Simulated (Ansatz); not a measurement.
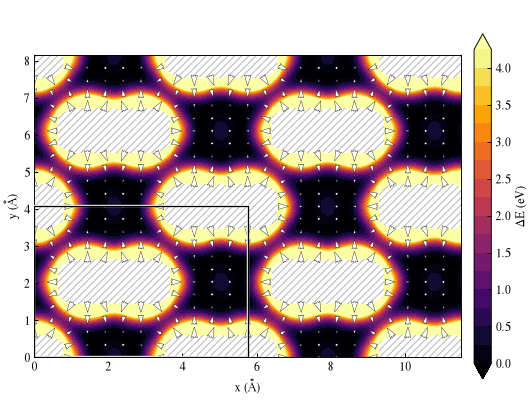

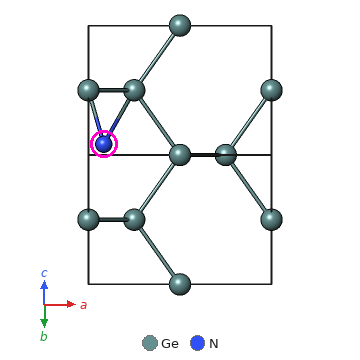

Energy landscape of Ge (Fd-3m phase) with one N guest (9 atoms in the cell). A guest moved over a lattice plane through the rigid host; the plane is (0 1 1) of the conventional cell, half-way across the widest gap between atomic layers, origin above Ge5. Places are given modulo a cell vector. The map is drawn in real space over the plane of the scan. Nothing is relaxed (host rigid, guest held in the plane). The scan uses a 12 × 12 grid; 14 points were computed and 94 follow by symmetry. At 36 points there is no value (left out of the scan, as a rule where atoms come close). All energies are given in eV per cell relative to the lowest grid point. The calculation used DFT PBE, scalar-relativistic, plane waves, PAW (Ansatz). Settings: cutoff 420 eV, k-mesh 6×6×6, gaussian smearing 0.15 eV, no spin polarisation.

Drawn: filled contours, arrows along the force (downhill), their lengths compressed, the outline of one cell of the 2 × 2 shown, one colour for all values above the top of the scale, hatched blanks where no value was computed. Between grid points the surface is interpolated. The second picture is the structure at the lowest point; rings mark the moved atoms.

**What does the map say about the system?**

The lowest grid point is at (4/12, 1/12) of the cell vectors [nearest 1 Ge at 2.04 Å]. The same energy is found at (4/12, 11/12) of the cell vectors [nearest 1 Ge at 2.04 Å]; (10/12, 5/12) of the cell vectors [nearest 1 Ge at 2.04 Å]; (10/12, 7/12) of the cell vectors [nearest 1 Ge at 2.04 Å]. Relaxing all atoms from the lowest point lowers the energy by a further 1.0 eV. The highest grid point, (0/12, 2/12) of the cell vectors [nearest 1 Ge at 1.22 Å], lies 11.9 eV above the lowest.

Grid values (eV):

| place of N9 along a2 ↓, place of N9 along a1 → | 0/12 | 1/12 | 2/12 | 3/12 | 4/12 | 5/12 | 6/12 | 7/12 | 8/12 | 9/12 | 10/12 | 11/12 |
| --- | --- | --- | --- | --- | --- | --- | --- | --- | --- | --- | --- | --- |
| 11/12 | – | – | 3.5 | 0.1 | 0.0 | 0.0 | 0.1 | 3.5 | – | – | – | – |
| 10/12 | 11.9 | 7.1 | 1.3 | 0.2 | 0.0 | 0.0 | 0.2 | 1.3 | 7.1 | 11.9 | 7.7 | 7.7 |
| 9/12 | 3.0 | 1.8 | 1.8 | 3.0 | 1.8 | 1.8 | 3.0 | 1.8 | 1.8 | 3.0 | 1.8 | 1.8 |
| 8/12 | 0.2 | 1.3 | 7.1 | 11.9 | 7.7 | 7.7 | 11.9 | 7.1 | 1.3 | 0.2 | 0.0 | 0.0 |
| 7/12 | 0.1 | 3.5 | – | – | – | – | – | – | 3.5 | 0.1 | 0.0 | 0.0 |
| 6/12 | 0.3 | 4.9 | – | – | – | – | – | – | 4.9 | 0.3 | 0.2 | 0.2 |
| 5/12 | 0.1 | 3.5 | – | – | – | – | – | – | 3.5 | 0.1 | 0.0 | 0.0 |
| 4/12 | 0.2 | 1.3 | 7.1 | 11.9 | 7.7 | 7.7 | 11.9 | 7.1 | 1.3 | 0.2 | 0.0 | 0.0 |
| 3/12 | 3.0 | 1.8 | 1.8 | 3.0 | 1.8 | 1.8 | 3.0 | 1.8 | 1.8 | 3.0 | 1.8 | 1.8 |
| 2/12 | 11.9 | 7.1 | 1.3 | 0.2 | 0.0 | 0.0 | 0.2 | 1.3 | 7.1 | 11.9 | 7.7 | 7.7 |
| 1/12 | – | – | 3.5 | 0.1 | 0.0 | 0.0 | 0.1 | 3.5 | – | – | – | – |
| 0/12 | – | – | 4.9 | 0.3 | 0.2 | 0.2 | 0.3 | 4.9 | – | – | – | – |

Each point was launched as `ansatz run input.yaml --threads 4 --pin off --max-ram 8192MiB --backend cpu --events-out ev --progress --plain --runs-dir out`. Time for the 14 points that were run: 14 min on 4 threads of Arm Neoverse V1, on a shared host.

PAW datasets: the set soft_1.
